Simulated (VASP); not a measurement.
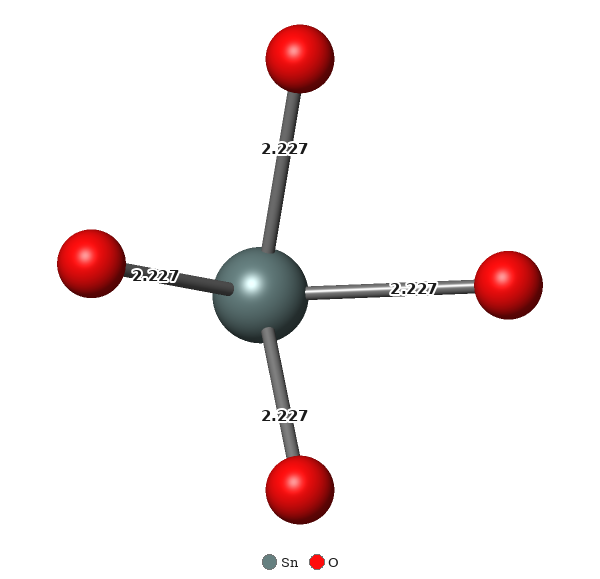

The surroundings of site Sn1 (at 0.500, 0.000, 0.765) in SnO in space group P4/nmm, with bond lengths in Å.

Origin of the cell: a cell listed in the Materials Project, as set up for an electronic-structure calculation.

```
CELL_PARAMETERS angstrom
3.81370 0.00000 0.00000
0.00000 3.81370 0.00000
0.00000 0.00000 4.88691
ATOMIC_POSITIONS crystal
Sn 0.50000 0.00000 0.76463
Sn 0.00000 0.50000 0.23537
O 0.00000 0.00000 0.00000
O 0.50000 0.50000 0.00000
```

Bond valence s = exp((R0 − d)/b), R0 fitted to published crystal structures with b = 0.37 Å, summed over all anions within 5 Å; R0 in Å: Sn2+–O 1.962; Sn4+–O 1.887.

### Which oxidation state of Sn do these bonds support?

With the Sn2+ parameters the computed sum is 4 × 0.489 = 1.95. With the Sn4+ parameters the computed sum is 4 × 0.399 = 1.60. The sum matches its own assumption best for Sn2+, which also balances the formula's charge.

### And over the whole structure?

| site | x, y, z | formal valence | bond-valence sum | difference |
| --- | --- | --- | --- | --- |
| Sn1 | 0.500, 0.000, 0.765 | +2 | 1.97 | -0.03 |
| O1 | 0.000, 0.000, 0.000 | −2 | 1.97 | -0.03 |

These sums include all anions within 5 Å. The global instability index (root mean square of the differences over all atoms) is 0.03 v.u.: little strain. The cell was not relaxed for this table, and a volume that is off by a few per cent shifts all sums together.
